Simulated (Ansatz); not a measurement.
**GaN: single-point calculation**

- system: GaN (P6₃mc, 4 atoms in the cell)
- method: DFT, PBE, plane waves, PAW, no spin polarisation (Ansatz 0.2.0)

The structure derives from an entry of the Crystallography Open Database.

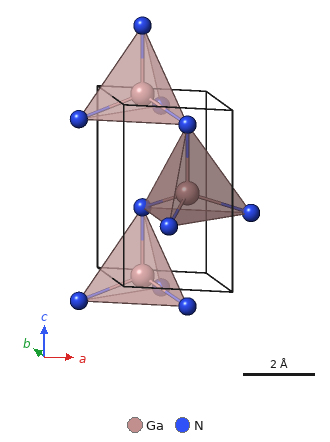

The structure (polyhedral view of the cell of the calculation, seen slightly off an axis; polyhedra are completed across the faces of the cell).

Summary:

| quantity | value |
| --- | --- |
| outcome | converged |
| space group (tolerance 0.01 Å) | P6₃mc (186) |
| electrons treated | 36 |
| free energy | −8335.8320 eV |
| Fermi energy | 9.270 eV |
| gap on the k-point mesh | 1.71 eV |
| gap on the band path | 1.71 eV |
| pressure | 0.00 GPa |
| largest force (length of the vector) | under 0.001 eV/Å |
| hardware | 1 thread of Arm Neoverse V2, 24 GiB of memory available, shared host |
| wall time | 44 s |
| peak memory | 0.33 GiB |

Notes:

These settings are looser than, or depart from, a standard set-up, so the numbers are not reference values for this system.

The input:
```yaml
crystal:
  lattice:
    - [3.2177202655, 0.0, 0.0]
    - [-1.6088601327, 2.7866274922, 0.0]
    - [0.0, 0.0, 5.242969688]
  atoms:
    - { symbol: Ga, position: [0.3333333333, 0.6666666667, -0.0008118159] }
    - { symbol: Ga, position: [0.6666666667, 0.3333333333, 0.4991881841] }
    - { symbol: "N", position: [0.3333333333, 0.6666666667, 0.3758118159] }
    - { symbol: "N", position: [0.6666666667, 0.3333333333, 0.8758118159] }
basis:
  ecutwfc: 420
kpoints:
  mp_grid: { grid: [6, 6, 2] }
  band_path:
    path:
      - [[0.0, 0.0, 0.0], [0.5, 0.0, 0.0], [0.33333333, 0.33333333, 0.0], [0.0, 0.0, 0.0], [0.0, 0.0, 0.5], [0.5, 0.0, 0.5], [0.33333333, 0.33333333, 0.5], [0.0, 0.0, 0.5]]
      - [[0.5, 0.0, 0.5], [0.5, 0.0, 0.0]]
      - [[0.33333333, 0.33333333, 0.5], [0.33333333, 0.33333333, 0.0]]
    npoints: 14
hamiltonian:
  xc: pbe
scf:
  occupations: { method: fixed }
  n_extra_bands: 10
output:
  forces: true
  stress: true
  eigenvalues: true
  populations: true
  dos: { projected: true, de: 0.02, nscf_kmesh: { grid: [9, 9, 3] } }
  bader: true
```

Launched with:
```bash
ansatz run input.yaml --threads 1 --pin off --max-ram 2560MiB --backend cpu --events-out ev --progress --plain --runs-dir out
```

What the program printed:
```
scf.n_extra_bands = 10 over 18 filled bands (N_el = 36.0): the run solves 28 bands
Engine: ansatz 0.2.0, aarch64-unknown-linux-gnu
Pseudopotentials: kind: paw
Pseudopotential: Ga, paw, valence charge 13, recommended cutoff 420 eV (normal), Ga.paw.azcp
Pseudopotential: N, paw, valence charge 5, recommended cutoff 420 eV (normal), N.paw.azcp
Functional definition: PBE
  parameter kappa = 0.804
  parameter beta = 0.06672455060314922
  exchange = pbe_x(kappa = kappa, mu = beta*pi^2/3)
  correlation = pbe_c(beta = beta)
Crystal: 4 atoms, lattice volume = 47.012 Å³
Basis set: ecut = 420 eV, 941 PW (Γ), exchange–correlation on 48×48×72 points (8 copies of the dense FFT grid, shifted against one another)
Bands: 28, of which v1, the nominal top of the filled ones, is band 18 counted from 1 (17 counted from 0)
Symmetry: 12 space group operations
Space group: P63mc (ITA 186), of the structure as read, at distance tolerance 3.6e-5 Å
k-points: 14 of 72
Non-local potential: Ga, projectors of the file, l = 0: 2, l = 1: 2, l = 2: 3, l = 3: 1
Non-local potential: N, projectors of the file, l = 0: 2, l = 1: 2, l = 2: 1
PAW form: soft (Blöchl's): semilocal exchange-correlation on the pseudo side does not see the compensation charge
PAW one-centre angular grid: Ga, 590 points (default); XC on 64 Gauss nodes
PAW one-centre angular grid: N, 110 points (default); XC on 64 Gauss nodes
Initial density: superposition of atomic densities (neutral atoms: chi_scale 0, normalization atom), corrected by the library's trained network
Initial wavefunctions: pseudopotential atomic-orbital guess
Functional: x = pbe(κ = 0.804, μ = 0.2195149727645171), c = pbe(β = 0.06672455060314922)
SCF iter   1: F=—  HF=-8335.831309 eV  |F-HF|=—  |Δ(HF+E_count)|=         —  Δρ=8.50e-4  dr2=2.05e-4  ethr=1.77e-3  ⟨swp⟩=4.1  Hψ=1347  notcnv=0  defer=97
preconditioner: auto → Resta (q_TF=auto, 2.610 Å⁻¹)  ε∞=3.7  [insulator: Δε(μ)=1.705 eV  Ē_g=19.804 eV  n_scr=22 (ndim 8)  ℏωp=32.5 eV  f_vac=0.011  ε∞_Penn≈3.7]
SCF iter   2: F=—  HF=-8335.831864 eV  |F-HF|=—  |Δ(HF+E_count)|=   5.55e-4  Δρ=3.81e-4  dr2=2.45e-5  ethr=5.69e-7  ⟨swp⟩=2.1  Hψ=787  notcnv=0  defer=111
SCF iter   3: F=—  HF=-8335.831975 eV  |F-HF|=—  |Δ(HF+E_count)|=   1.11e-4  Δρ=2.06e-4  dr2=8.48e-6  ethr=6.79e-8  ⟨swp⟩=2.0  Hψ=562  notcnv=0  defer=56
SCF iter   4: F=—  HF=-8335.832017 eV  |F-HF|=—  |Δ(HF+E_count)|=   4.21e-5  Δρ=5.02e-5  dr2=8.90e-7  ethr=2.36e-8  ⟨swp⟩=2.0  Hψ=608  notcnv=0  defer=109
iter 5 did not close the SCF: its close was put off for the readings that it lacked (scf_convergence_deferred on its scf_iter line)
SCF iter   5: F=-8335.832019 eV  HF=-8335.832019 eV  |F-HF|=2.32e-7  |Δ(HF+E_count)|=   1.42e-6  Δρ=1.88e-5  dr2=9.34e-8  ethr=2.47e-9  ⟨swp⟩=2.0  Hψ=613  notcnv=0  defer=111
SCF iter   6: F=-8335.832019 eV  HF=-8335.832019 eV  |F-HF|=4.94e-9  |Δ(HF+E_count)|=   2.53e-7  Δρ=3.64e-6  dr2=4.96e-9  ethr=2.59e-10  ⟨swp⟩=6.9  Hψ=2257  notcnv=0
SCF 1 converged in 6 iterations: F = -8335.832019 eV  dr2 = 4.96e-9
  greatest PAW one-centre occupation: 0.995 electrons in one spin orbital (limit 2), on the Ga atom at site 0 (counted from 0), in its partial waves of l = 2
```

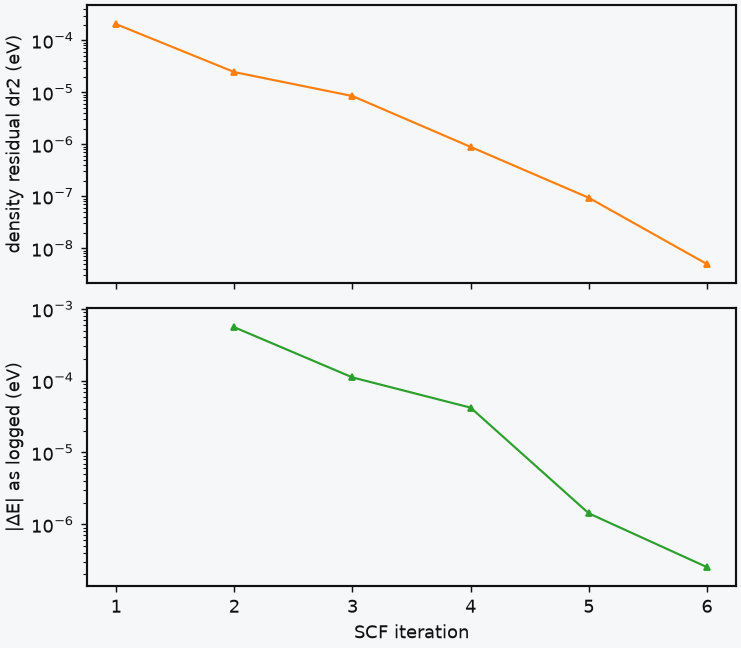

Convergence of the self-consistent field: density residual dr2 and size of the energy change against the SCF iteration. The residual falls at every step.

```
NSCF: frozen V_eff on 129 k-points
NSCF: frozen V_eff on 24 k-points
SCF converged after 6 iterations
Free energy (F): -8335.832019 eV
Harris-Foulkes:  -8335.832019 eV  (|F-HF|=4.94e-9)
Internal energy: -8335.832019 eV  (E = F + TS)
E sigma→0 (E₀):  -8335.832019 eV
Fermi energy:    9.269501 eV
--- Per-component energies (eV) ---
  E_band       = -23.861571
  E_kinetic    = 492.235864
  E_local      = -3949.001065  (includes V_loc(G=0)·N_el)
  E_nonlocal   = 948.682230
  E_hartree    = 1813.439237
  E_xc         = -256.800458
  E_vxc        = -267.224815  (∫ρ·V_xc dr)
  E_paw        = -4240.993481  (= ΣΔE_a)
  E_vpaw       = -875.433401  (= ΣTr[D̂ρ^β])
  E_aug_tail   = 0.000156  (compensation charges beyond the density's cutoff)
  E_ewald      = -3143.394503
  E_smearing   = -0.000000  (= −TS)
  E_closure    = 0.000000  (closes the sum)
  Σ components = -8335.832019   (vs F -8335.832019, Δ=0.00e0)
--- Forces (eV/Å), atoms counted from 1 ---
  atom   1  Ga    -0.00000000     0.00000000     0.00002443
  atom   2  Ga     0.00000000    -0.00000000     0.00002443
  atom   3  N     -0.00000000     0.00000000    -0.00003316
  atom   4  N      0.00000000    -0.00000000    -0.00003316
  max |Σ_I F_I| component: 1.75e-5 eV/Å
--- Stress (GPa, compression-positive) ---
       -0.000519       0.000000      -0.000000
        0.000000      -0.000519      -0.000000
       -0.000000      -0.000000       0.009398
  P = ⅓ Tr σ = 0.0028 GPa (0.028 kbar)
--- Band table (eV; the first three rows and the last of 14) ---
  k-point 0: bands = ["-6.4681", "-5.6652", "-4.1970", "-4.1829", "-4.1829", "-4.1276", "-4.1276", "-3.9543", "-3.9543", "-3.8648", "-3.8648", "-2.6104", "2.4041", "8.2733", "8.2733", "9.2322", "9.2695", "9.2695", "10.9818", "13.3406", "18.2915", "19.0076", "19.0076", "19.7990", "20.7613", "20.7613", "23.6924", "24.7280"]
  k-point 1: bands = ["-5.9575", "-5.9575", "-4.1642", "-4.1642", "-4.1642", "-4.1642", "-3.9014", "-3.9014", "-3.9014", "-3.9014", "-3.8281", "-3.8281", "5.4736", "5.4736", "8.7587", "8.7587", "8.7587", "8.7587", "13.3308", "13.3308", "17.5864", "17.5864", "19.5187", "19.5187", "19.5187", "19.5187", "25.3132", "25.3132"]
  k-point 2: bands = ["-6.2327", "-5.6127", "-4.1689", "-4.1513", "-4.1056", "-4.0809", "-4.0715", "-3.9735", "-3.9531", "-3.8967", "-3.8598", "-2.4305", "2.7755", "6.6242", "7.5344", "7.7843", "8.9588", "9.0351", "12.5265", "14.6130", "17.3013", "18.0552", "19.4905", "19.5715", "20.4313", "21.2587", "22.0352", "24.1166"]
  k-point 13: bands = ["-5.5160", "-5.5160", "-4.0722", "-4.0722", "-4.0590", "-4.0590", "-3.9345", "-3.9345", "-3.9122", "-3.9122", "-2.1765", "-2.1765", "3.2404", "3.2404", "5.2301", "5.2301", "7.8478", "7.8478", "15.4985", "15.4985", "16.5169", "16.5169", "18.0871", "18.0871", "23.0760", "23.0760", "23.0929", "23.0929"]
--- Löwdin populations: 4 sites ---
  site symbol       q [e]
     0     Ga     12.2348
     1     Ga     12.2348
     2      N      5.7288
     3      N      5.7288
  spilling = 0.002024 (of n_electrons = 36.000000)
--- Bader charges: 4 sites ---
  site symbol  charge [e]  shift [e]
     0     Ga      1.5560     0.0108
     1     Ga      1.5560     0.0108
     2      N     -1.5560     0.0108
     3      N     -1.5560     0.0108
  estimated error of the sums over rays = 4.4e-4 e
```
